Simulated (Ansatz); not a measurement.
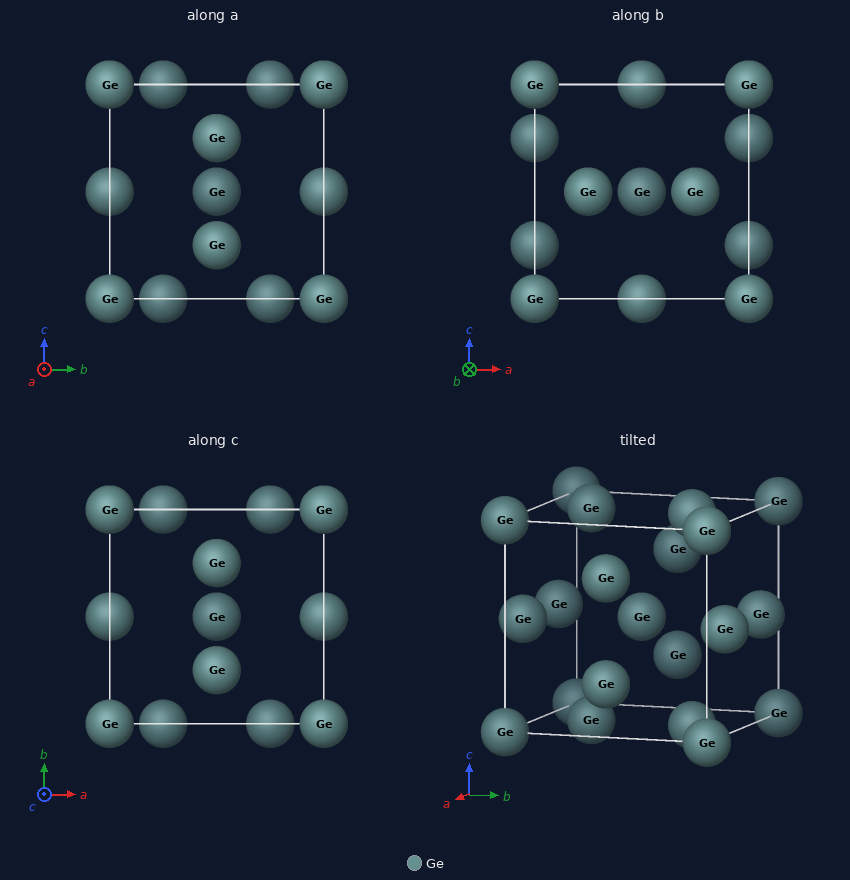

An orthographic spheres-only view of the structure, along the a axis, along the b axis, along the c axis and slightly off an axis. Lines trace the edges of the conventional unit cell.

Lattice parameters: a = 5.3290 Å, b = 5.3290 Å, c = 5.3290 Å, α = 90.000°, β = 90.000°, γ = 90.000°.

From the views, write a CIF with its space group and independent sites.

Answer.
```cif
data_structure
_symmetry_space_group_name_H-M 'P m -3 n'
_symmetry_Int_Tables_number 223
_cell_length_a 5.3290
_cell_length_b 5.3290
_cell_length_c 5.3290
_cell_angle_alpha 90.000
_cell_angle_beta 90.000
_cell_angle_gamma 90.000
_cell_volume 151.33
loop_
_atom_site_label
_atom_site_type_symbol
_atom_site_symmetry_multiplicity
_atom_site_Wyckoff_symbol
_atom_site_fract_x
_atom_site_fract_y
_atom_site_fract_z
_atom_site_occupancy
Ge1 Ge 2 a 0.0000 0.0000 0.0000 1
Ge2 Ge 6 c 0.2500 0.0000 0.5000 1
```

The structure comes from a structure type filled with this element by a generator (whether the element takes this form wasn't checked). Relaxation method: DFT, PBEsol, plane waves (420 eV) with PAW, scalar-relativistic (Ansatz 0.2.0).
